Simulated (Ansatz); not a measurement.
The calculation's input:

```
crystal:
  lattice:
    - [0.0, 2.54072764449, 2.54072764449]
    - [2.54072764449, 0.0, 2.54072764449]
    - [2.54072764449, 2.54072764449, 0.0]
  atoms:
    - { symbol: Be, position: [0.0, 0.0, 0.0] }
    - { symbol: Se, position: [0.75, 0.75, 0.75] }
kpoints:
  mp_grid: { grid: [8, 8, 8] }
scf:
  occupations: { method: fixed }
hamiltonian:
  xc: lda
  pseudopotentials: { kind: paw }
relax:
  f_tol: 0.002
  max_steps: 80
  cell: { p_target: 15 }
output:
  forces: true
  stress: true
  write_density: true
  write_potential: true
  elf: true
  volumetric_format: npy
```

Command:

```sh
ansatz run input.yaml --threads 1 --pin off --max-ram 3072MiB --backend cpu --events-out ev --progress --plain --runs-dir out
```

Below, planes, directions and counts refer to the conventional cell (a = 4.85 Å, b = 4.85 Å, c = 4.85 Å, α = 90.00°, β = 90.00°, γ = 90.00°).

The fields are those of the run's last geometry, not of the input's.

Space group F-43m; computed pressure about 15 GPa in this cell.

Computed with Ansatz 0.2.0, DFT, LDA, PAW with Ansatz's default frozen-core files, scalar-relativistic; relaxation of cell and atoms.

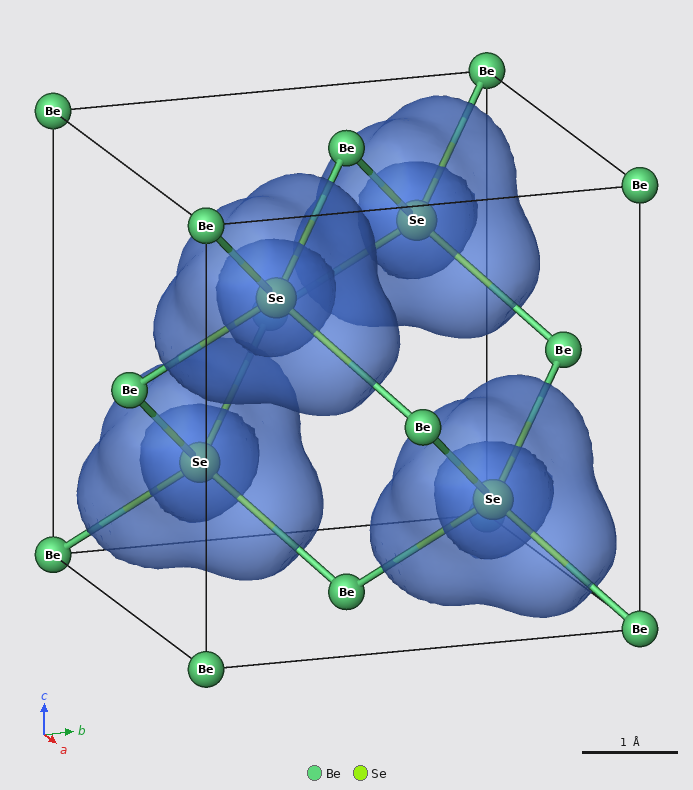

BeSe. Isosurface of the ELF at 0.7 (blue), seen slightly off an axis. Only the valence region is drawn (cores and ρ < 0.01 e/Å³ removed). Sticks mark near contacts.

**Describe the localisation domains.**

The ELF exceeds this value in four regions wrapped around Se (the valence shell of each), counted in one cell of 8 atoms. Any copies at cell faces, edges or corners count once.

Values along the shortest contacts:
Be–Se (2.10 Å): the ELF peaks at about 0.90 between the atoms, as expected for a shared but strongly polarised pair.
